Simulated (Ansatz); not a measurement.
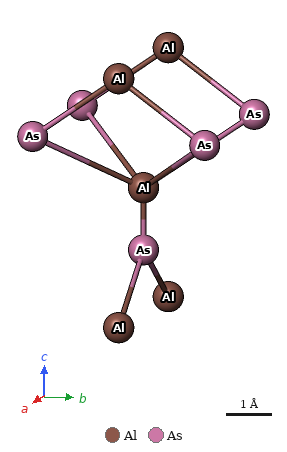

This is the input geometry for a relaxation of a defect cell of composition Al$_{7}$As$_{8}$ (cell charge −3) (started half-way along a vacancy jump, in the symmetry of that start). A ball-and-stick model of the atoms within 4.2 Å of the atom that moves most (axes of the conventional cell (2 times the calculation's cell)), seen slightly off an axis. Lengths and directions refer to the drawn axes.

Computed with Ansatz 0.2.0, DFT PBE, scalar-relativistic, plane waves, PAW.

Input
```yaml
crystal:
  lattice:
    - [-5.7276133411, 0.0, 5.7276133411]
    - [-5.7276133411, -5.7276133411, 0.0]
    - [0.0, -5.7276133411, 5.7276133411]
  atoms:
    - { symbol: Al, position: [0.0, -0.25, 0.5] }
    - { symbol: Al, position: [0.0, 0.5, 0.0] }
    - { symbol: Al, position: [0.0, 0.0, 0.0] }
    - { symbol: Al, position: [0.5, 0.5, 0.5] }
    - { symbol: Al, position: [0.5, 0.0, 0.5] }
    - { symbol: Al, position: [0.5, 0.5, 0.0] }
    - { symbol: Al, position: [0.5, 0.0, 0.0] }
    - { symbol: As, position: [0.375, 0.375, 0.375] }
    - { symbol: As, position: [0.375, 0.875, 0.375] }
    - { symbol: As, position: [0.375, 0.375, 0.875] }
    - { symbol: As, position: [0.375, 0.875, 0.875] }
    - { symbol: As, position: [0.875, 0.375, 0.375] }
    - { symbol: As, position: [0.875, 0.875, 0.375] }
    - { symbol: As, position: [0.875, 0.375, 0.875] }
    - { symbol: As, position: [0.875, 0.875, 0.875] }
total_charge: -3
basis:
  ecutwfc: 420
kpoints:
  mp_grid: { grid: [4, 4, 4] }
hamiltonian:
  xc: pbe
scf:
  occupations: { method: gaussian, width: 0.05 }
output:
  forces: true
  stress: true
  eigenvalues: true
  write_density: true
  write_potential: true
  elf: true
  volumetric_format: npy
relax:
  adjacent_minimum: "off"
  f_tol: 0.02
  max_steps: 60
  escape_saddle: false
```

Launched with:
```bash
ansatz run input.yaml --threads 4 --pin off --max-ram 9216MiB --backend cpu --events-out ev --progress --plain --runs-dir out
```

Predict the outcome.

The largest move is that of Al1, 0.56 Å along +c. By element the largest moves are Al 0.56 Å, As 0.45 Å. The cell doesn't change. Some distances before and after: Al1–As13 1.432 → 2.440 Å, Al1–As14 3.202 → 2.752 Å, Al2–As14 2.480 → 2.535 Å, Al3–As13 2.480 → 2.427 Å. Bond angles that change, for instance: Al3–As13–Al5 109.5° → 117.0°, Al1–As13–Al3 125.3° → 121.5°. Over 7 geometry steps the energy falls by 17.236 eV per cell of the calculation. Largest force component: 61 eV/Å at the start, 0.0012 eV/Å at the end.

The end point in the same view:

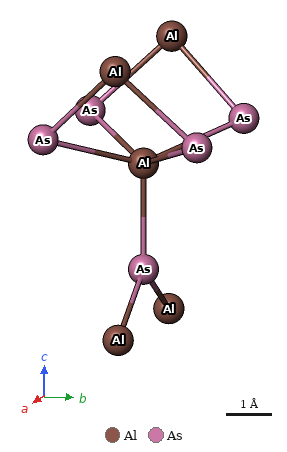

Limits of the set-up: the periodic images lie only 8.1 Å apart, so the values are limited by the cell's size; the cell is charged, on a uniform background, and energies carry no finite-size correction.
